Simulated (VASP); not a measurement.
AlN (slab)

Input file:

```
SYSTEM = AlN
ALGO     = Normal         ! electronic algorithm
DIPOL    = 0.5 0.5 0.500
EDIFF    = 1E-7           ! SCF threshold, eV
ENCUT    = 520            ! plane-wave cutoff, eV
GGA      = PS             ! functional
IDIPOL   = 3            
ISIF     = 2              ! what is computed and relaxed
ISMEAR   = 0              ! smearing method
KPAR     = 8            
LASPH    = .TRUE.         ! aspherical terms in the spheres
LCHARG   = .TRUE.         ! write CHGCAR
LDIPOL   = .TRUE.       
LREAL    = .FALSE.        ! projectors in reciprocal space
LVACPOTAV= .TRUE.       
LVHAR    = .TRUE.       
LWAVE    = .FALSE.        ! write WAVECAR
NELM     = 60             ! most SCF steps
PREC     = Accurate       ! precision mode
SIGMA    = 0.05           ! smearing width, eV
```

Run with:

```sh
cat potpaw_PBE.64/Al/POTCAR potpaw_PBE.64/N/POTCAR > POTCAR
mpirun -np 8 vasp_std > vasp.out
```

Method: Kohn-Sham DFT of a periodic cell, PBEsol, VASP PAW PBE potentials, recommended (VASP 6.6.1).

In a PAW calculation such maps are meaningful between the atoms, not at the nuclei.

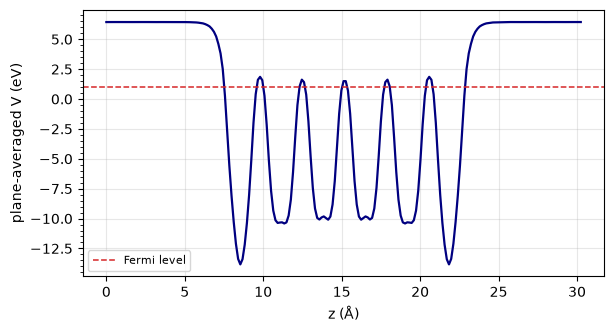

Figure 1. Plane average of the electrostatic potential energy of an electron across the slab.

### How far above the Fermi level of the calculation is the vacuum level?

5.5 eV. The slab has a gap, so the Fermi level lies inside it and this isn't a work function in the metallic sense.

### What are the slab's thickness and the vacuum gap?

The outermost nuclei are 14.3 Å apart, in 12 atomic planes; the vacuum between periodic images is 16.1 Å wide.

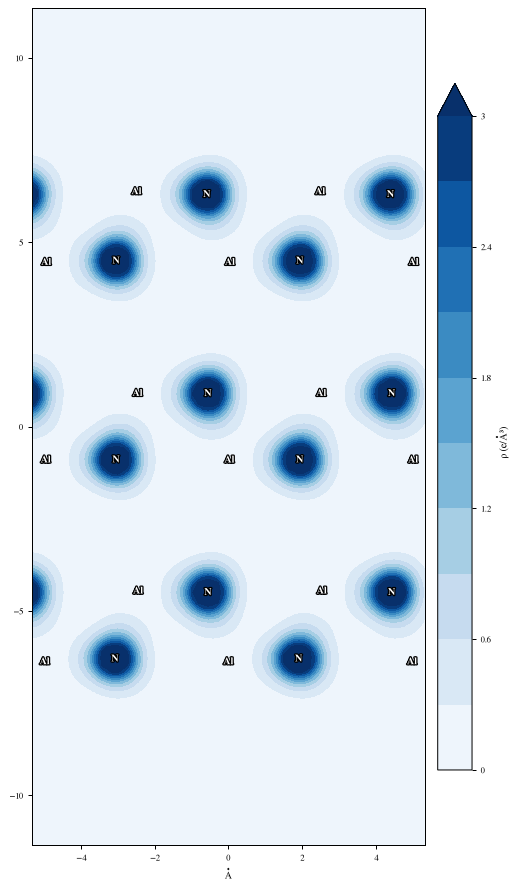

Figure 2. Valence charge density (pseudo) on the (100) plane of the calculation cell, a cut from vacuum to vacuum.

### What does the map show?

The section cuts through Al and N sites. Al–N (1.90 Å): ρ at the midpoint is about 0.65 e/Å³. Al–N (1.95 Å): ρ is about 0.6 e/Å³ halfway. The density dies away to nearly zero in the vacuum.
